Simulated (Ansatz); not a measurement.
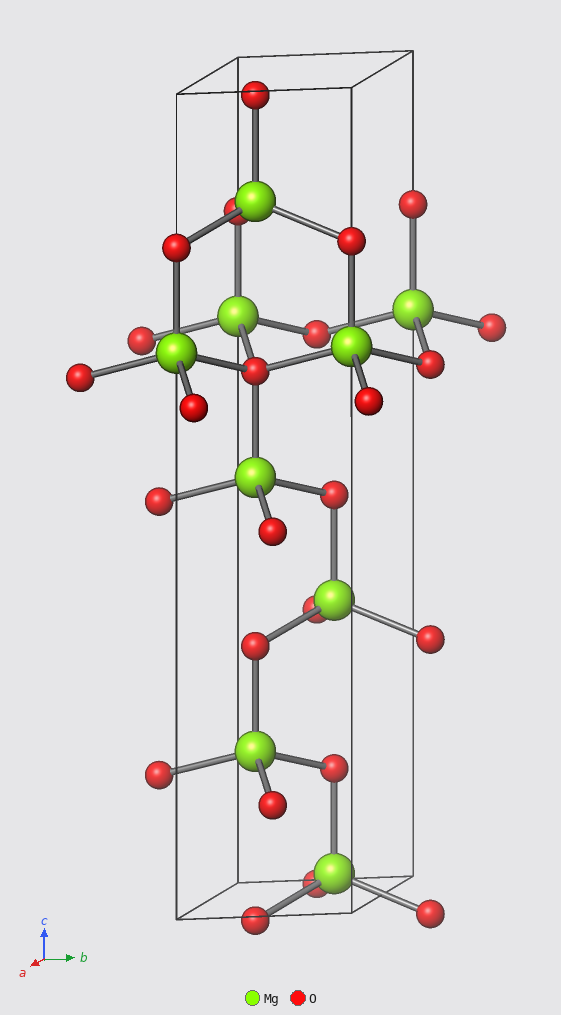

The figure gives a ball-and-stick picture of the atoms, viewed slightly off an axis. The lines enclose the conventional unit cell; boundary atoms appear with their images. Some atoms of the next cells are drawn as well.

MgO, space group P3m1 (No. 156), a = 3.29 Å, b = 3.29 Å, c = 15.67 Å, α = 90.00°, β = 90.00°, γ = 120.00°.

Setup: DFT PBE, scalar-relativistic, plane waves, PAW in Ansatz 0.2.0; an energy cutoff of 420 eV, k-points about 0.28 Å⁻¹ apart, Gaussian smearing of 0.02 eV, no spin polarisation.

Q: Is the electronic structure metallic or gapped?

A: An insulator at this level, with a gap of 3.45 eV on the k-mesh (the true edges may lie between mesh points, so the gap can be somewhat smaller).

Starting structure: a structure listed in the Materials Project. The geometry was optimised with DFT PBE, scalar-relativistic, plane waves, PAW in Ansatz.
